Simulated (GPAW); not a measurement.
## BN (P6_3mc): refractive index against wavelength

The refractive index of BN (P6_3mc) along x below the direct gap (8.32 eV on the mesh) is read from one computed spectrum, n = √(Re ε). x, y and z are the Cartesian axes of the input cell.

The structure is hexagonal, space group P6_3mc (No. 186). Conventional cell: a = 2.536 Å, b = 2.536 Å, c = 4.199 Å, α = 90.00°, β = 90.00°, γ = 120.00°. N on site b is surrounded by 4 B at 1.56 to 1.57 Å. B on site b has 4 N at 1.56 to 1.57 Å as nearest neighbours.

Method: GPAW 26.7.0, PBE, RPA, k-mesh 14×14×8, local fields up to 60 eV, Lorentzian half width 0.15 eV.

Launch of the response step: `OMP_NUM_THREADS=1 python df.py`. The run took 56 s, its band step included, on 1 thread of Arm Neoverse V1, on a shared host.

| wavelength (nm) | photon energy E (eV) | n |
| --- | --- | --- |
| 532 | 2.331 | 2.1389 |
| 450 | 2.755 | 2.1507 |
| 405 | 3.061 | 2.1607 |
| 365 | 3.397 | 2.1732 |
| 308 | 4.025 | 2.2014 |
| 266 | 4.661 | 2.2371 |
| 248 | 4.999 | ? |

In the single-oscillator model n² − 1 = E₀E_d/(E₀² − E²), so 1/(n² − 1) = E₀/E_d − E²/(E₀E_d) is linear in E².

Working, on the rows shown:

| x = E² (eV²) | y = 1/(n² − 1) |
| --- | --- |
| 5.43137 | 0.279729 |
| 7.59115 | 0.275823 |
| 9.37179 | 0.272582 |
| 11.5384 | 0.268615 |
| 16.2043 | 0.259999 |
| 21.7255 | 0.249712 |

Means: x̄ = 11.977, ȳ = 0.26774. Σ(x − x̄)(y − ȳ) = -0.3354, Σ(x − x̄)² = 182. Slope = -0.3354 / 182 = -0.001843; intercept = ȳ − slope · x̄ = 0.28982. Turned back into n, the line misses the rows shown by at most 0.00024.

Predict the last column of the withheld row from the fit.

At x = 24.994 the line gives y = 0.24375, that is 2.2589. The run gave 2.2598, so the extrapolation is off by 0.00092, 0.8 % of the range in the table.

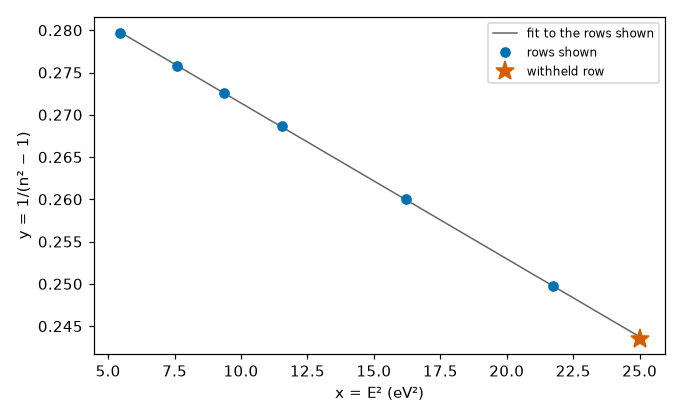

Refitted with all rows, the slope is -0.001852 and the intercept 0.2899. These give E₀ = √(intercept/−slope) = 12.51 eV and E_d = E₀/intercept = 43.2 eV; E₀ is 1.5 times the direct gap. The electronic limit at long wavelengths, without lattice vibrations, is n = √(1 + 1/intercept) = 2.109. The cell comes from an older database entry, whose edges can be off by a per cent or so. Excitons are left out; PBE gaps are as a rule too small. The values come from a sum over the points of one k-mesh and carry its error, which grows as the direct gap shrinks.
